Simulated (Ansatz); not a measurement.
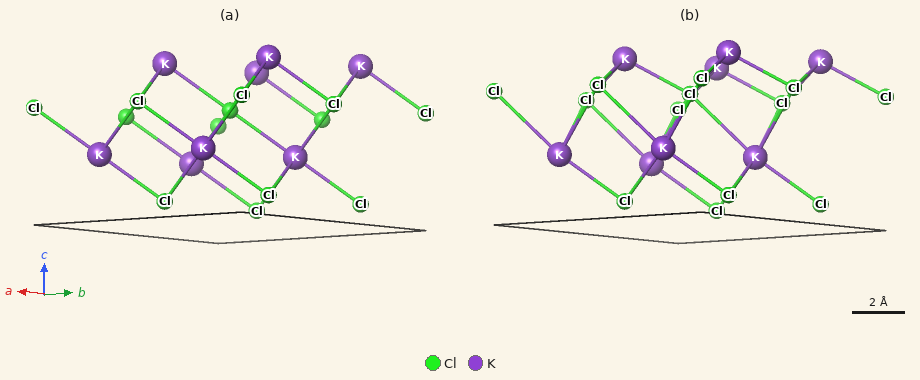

The structure of a slab of composition KCl (cut from the Fm-3m phase) before (left) and after (right) a constrained relaxation, at one scale.

The picture is a ball-and-stick view of the cell of the calculation, outlined in the plane, without the vacuum (origin shifted), seen from a free direction.

Case: clean slab, lower planes held. The slab is the (1 1 1) face of KCl. 8 atoms are held fixed.

Theory: DFT PBE+D3(BJ), scalar-relativistic, plane waves, PAW (Ansatz 0.2.0). Set-up: plane-wave cutoff 420 eV; k-point mesh 2 × 2 × 1; occupations gaussian; smearing width 0.05 eV; no spin polarisation; dipole correction; atoms relaxed in a fixed cell; force threshold 0.03 eV/Å; at most 70 steps.

Q: What changed between the two?

A: The largest moves, 0.65 Å, are those of Cl atoms. By element the largest moves are Cl 0.65 Å, K 0.19 Å. The cell doesn't change. Near-neighbour distances that change, for instance: Cl–K 3.132 → 3.545 Å, Cl–K 3.132 → 2.890 Å. Among the angles between lasting bonds that change: K–Cl–K 180.0° → 163.9°, Cl–K–Cl 90.0° → 77.3°, K–Cl–K 90.0° → 77.3°. After 4 geometry steps the energy has fallen by 1.024 eV per cell of the calculation. The largest force component goes from 0.99 to 0.0058 eV/Å. Cost: 18 s on 4 threads of Intel(R) Xeon(R) Platinum 8488C (Sapphire Rapids), on a shared host, peak memory 1.7 GiB.
